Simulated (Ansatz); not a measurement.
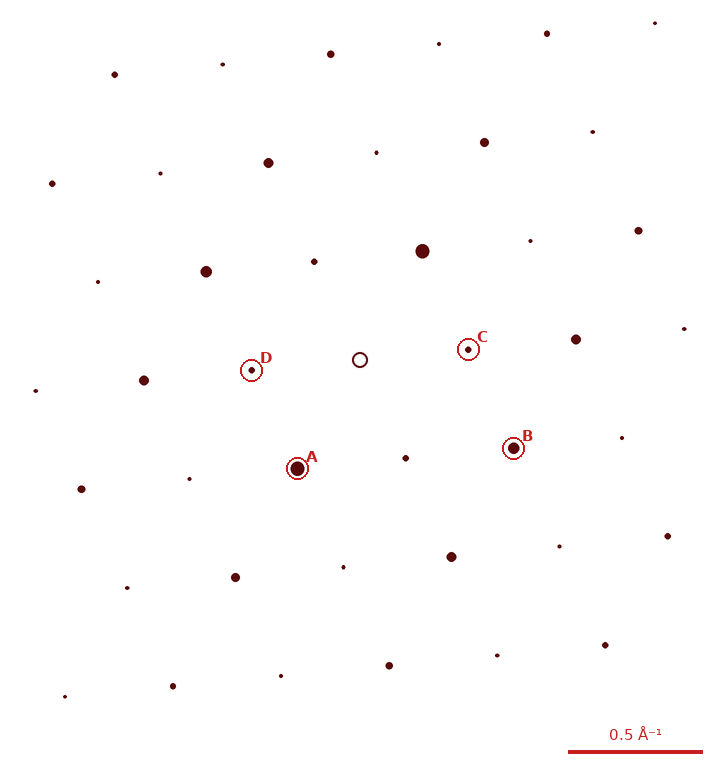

Simulated selected-area electron diffraction pattern (100 kV, kinematic approximation, thin crystal, B = 0.8 Å² for all atoms). The zone axis points towards the electron source and the pattern is seen from the source side.

Crystal: MgO, space group Fm-3m (No. 225), a = 4.254 Å. Structure: coordinates from a relaxation with DFT PBE, scalar-relativistic, plane waves, PAW (Ansatz); the starting structure was generated, so it need not be a known form of this composition.

```
Mg O
1.0
     4.25371    0.00000    0.00000
     0.00000    4.25371    0.00000
     0.00000    0.00000    4.25371
Mg O
4 4
Direct
  0.00000 0.00000 0.00000
  0.00000 0.50000 0.50000
  0.50000 0.00000 0.50000
  0.50000 0.50000 0.00000
  0.00000 0.50000 0.00000
  0.00000 0.00000 0.50000
  0.50000 0.50000 0.50000
  0.50000 0.00000 0.00000
```

Spot A is indexed 0 0 -2 and spot B -2 2 0.

Give hkl for C, D.

Answer. C = −(1/2)A + (1/2)B = -1 1 1 (d = 2.456 Å). D = (1/2)A − (1/2)B = 1 -1 -1 (d = 2.456 Å).

Which zone axis is this?

Answer. The cross product of A and B is parallel to [110]; every spot obeys hu + kv + lw = 0.
